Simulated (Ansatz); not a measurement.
## Electronic structure of SnO in real space

Input file:

```
crystal:
  lattice:
    - [3.0896483456, -0.0137584367, -0.0137584367]
    - [-0.0137584367, 3.0896483456, -0.0137584367]
    - [-0.0137584367, -0.0137584367, 3.0896483456]
  atoms:
    - { symbol: Sn, position: [0.0, 0.0, 0.0] }
    - { symbol: O, position: [0.5, 0.5, 0.5] }
kpoints:
  mp_grid: { grid: [6, 6, 6] }
  band_path:
    path:
      - [0.0, 0.0, 0.0]
      - [0.0, 0.5, 0.0]
      - [0.5, 0.5, 0.0]
      - [0.5, 0.5, 0.5]
      - [0.08313, -0.499837, -0.09375]
    npoints: 1
hamiltonian:
  xc: hse06
scf:
  occupations: { method: fermi_dirac, width: 0.02 }
  n_extra_bands: 4
output:
  forces: true
  stress: true
  eigenvalues: true
  write_density: true
  write_potential: true
  elf: true
  volumetric_format: npy
```

Run with:

```sh
ansatz run input.yaml --threads 4 --pin off --max-ram 3686MiB --backend cpu --events-out ev --progress --plain --runs-dir out
```

Below, planes, directions and counts refer to the conventional cell (a = 4.39 Å, b = 4.39 Å, c = 5.30 Å, α = 90.00°, β = 90.00°, γ = 120.00°).

Space group R-3m; started from the CsCl prototype, which need not be the ambient phase; changed on purpose from its base cell (shear 111 strain -1.3%).

These are results of Ansatz, DFT, HSE06, plane waves, PAW, not measurements.

The density is the valence pseudo-density of a PAW calculation; it isn't the true density close to the nuclei.

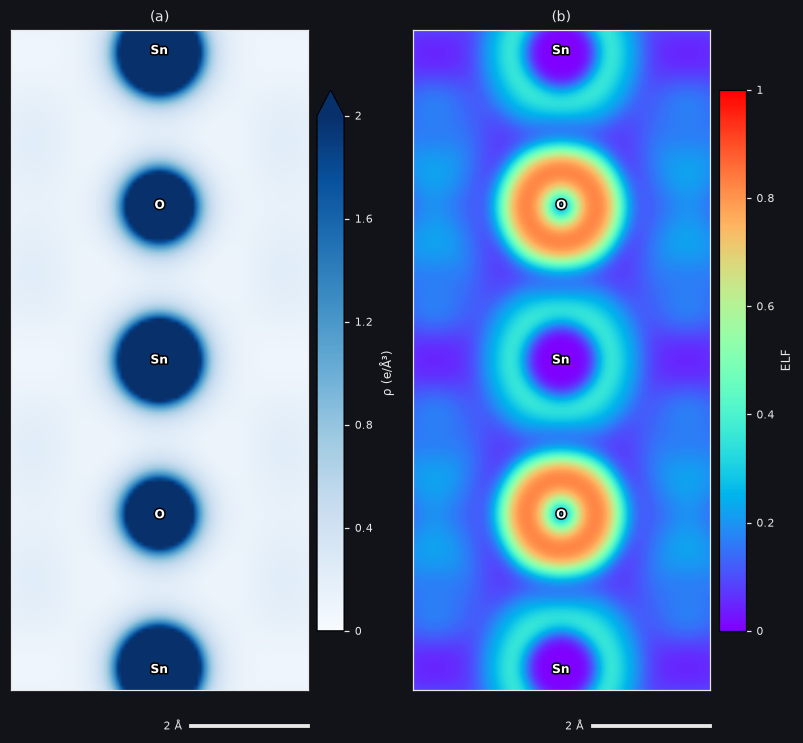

Figure 1. (a) valence pseudo-density; (b) ELF on the (010) plane of the conventional cell.

Describe what can be read from this map.

The plane passes through Sn and O nuclei. Sn–O (2.65 Å): ρ is about 0.22 e/Å³ halfway; the ELF is about 0.15 at the midpoint (no localised pair shows between them). Between the atoms the lowest density in this plane is 0.09 e/Å³.

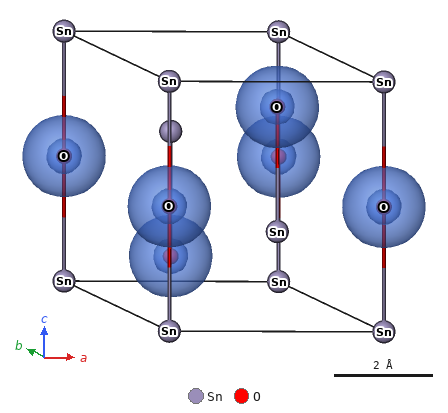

Figure 2. Isosurface of the ELF at 0.7 (blue), seen at an oblique angle. Core shells and regions of very low density are left out. Sticks mark near contacts.

Describe the localisation domains.

The ELF exceeds this value in three regions wrapped around O (the valence shell of each), counted in one cell of 6 atoms. Any copies at cell faces, edges or corners count once.
